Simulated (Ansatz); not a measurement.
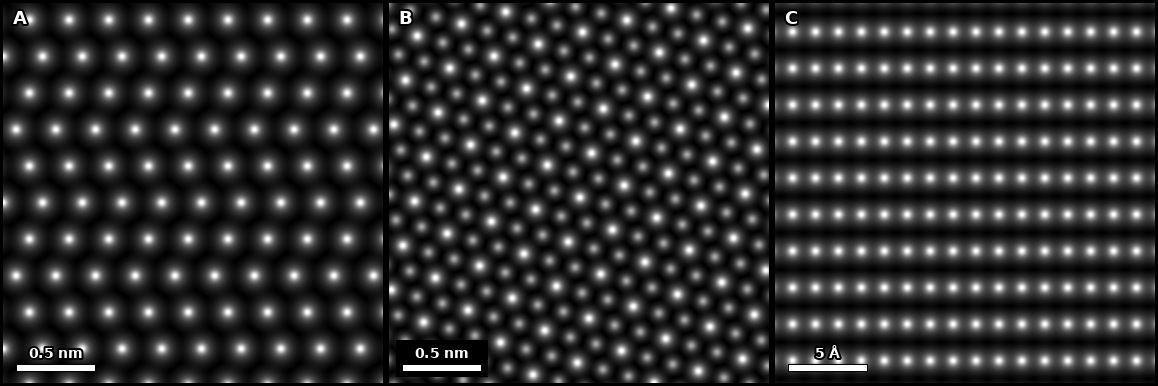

Three views of Ge (P6_3/mmc, No. 194) along different zone axes. Computed as the sum of neutral-atom potentials (tabulated electron scattering factors, B = 0.5 Å²) projected along the beam and smoothed by 0.25 Å; brighter is more positive. The display is stretched by a gamma of 0.6; percentages refer to the linear signal. Structure used: the input geometry of a calculation; the starting structure was generated, so it need not be a known form of this composition.

```
Ge
1.0
     2.96859    0.00000    0.00000
    -1.48429    2.57087    0.00000
     0.00000    0.00000    9.46164
Ge
4
Direct
  0.00000 0.00000 0.00000
  0.00000 0.00000 0.50000
  0.33333 0.66667 0.25000
  0.66667 0.33333 0.75000
```

Match the panels to the zone axes [001], [100] and [210].

Answer. A is [100]: projected cell 2.57 × 9.46 Å, 90°, plane group p2mg. B is [001]: projected cell 2.97 × 2.97 Å, 120°, plane group p6mm. C is [210]: projected cell 1.48 × 2.37 Å, 90°, plane group p2mm.
